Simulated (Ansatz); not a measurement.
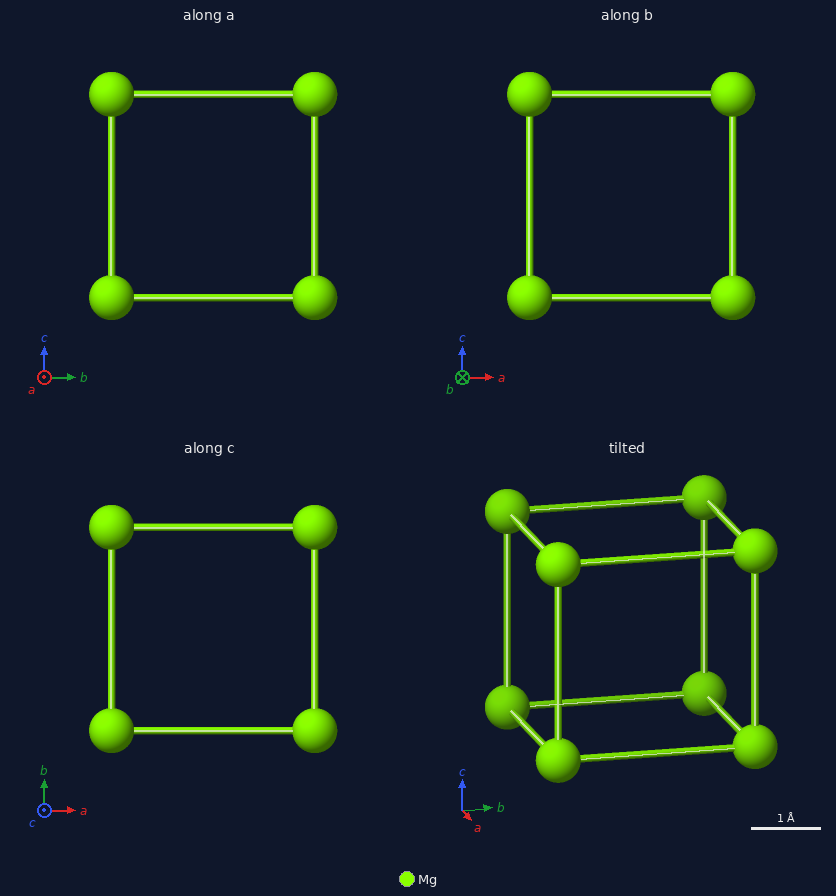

Structure drawing (ball-and-stick), viewed along the a axis, along the b axis, along the c axis and slightly off an axis. The lines enclose the conventional unit cell; boundary atoms appear with their images.

Lattice parameters: a = 2.9581 Å, b = 2.9581 Å, c = 2.9581 Å, α = 90.000°, β = 90.000°, γ = 90.000°.

### Give the structure in the form of a CIF in P1 with every atom of the cell.

```cif
data_structure
_symmetry_space_group_name_H-M 'P 1'
_symmetry_Int_Tables_number 1
_cell_length_a 2.9581
_cell_length_b 2.9581
_cell_length_c 2.9581
_cell_angle_alpha 90.000
_cell_angle_beta 90.000
_cell_angle_gamma 90.000
_cell_volume 25.88
loop_
_atom_site_label
_atom_site_type_symbol
_atom_site_fract_x
_atom_site_fract_y
_atom_site_fract_z
_atom_site_occupancy
Mg1 Mg 0.0000 0.0000 0.0000 1
```

Provenance: a structure type filled with this element by a generator (whether the element takes this form wasn't checked). Earlier steps of the study may have refined or changed the cell and positions. It was run through Ansatz as a DFT input.
